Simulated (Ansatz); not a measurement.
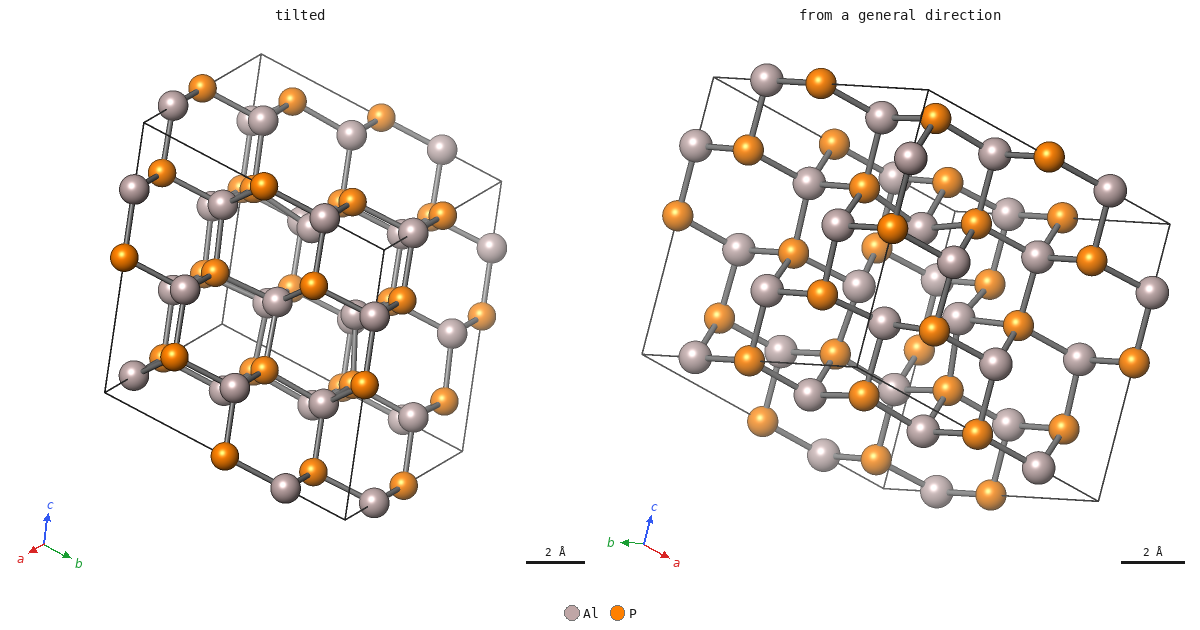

We look at a ball-and-stick model of the crystal slightly off an axis and from a general direction. The frame is the supercell; atoms at its boundary are shown with their periodic copies. The host is AlP, in a cell of 32 sites, and the cell carries a charge of -1.

### Spot the defect.

A phosphorus vacancy. Around the empty site lie four Al at about 2.1 Å.

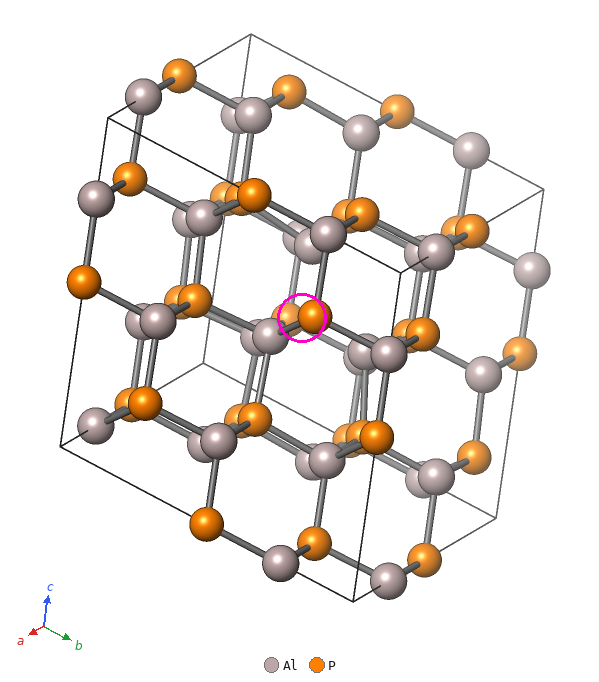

The same cell with a ring at the defect's site.

The atoms were relaxed in the host's cell with Ansatz 0.2.0, DFT PBE, scalar-relativistic, plane waves, PAW.
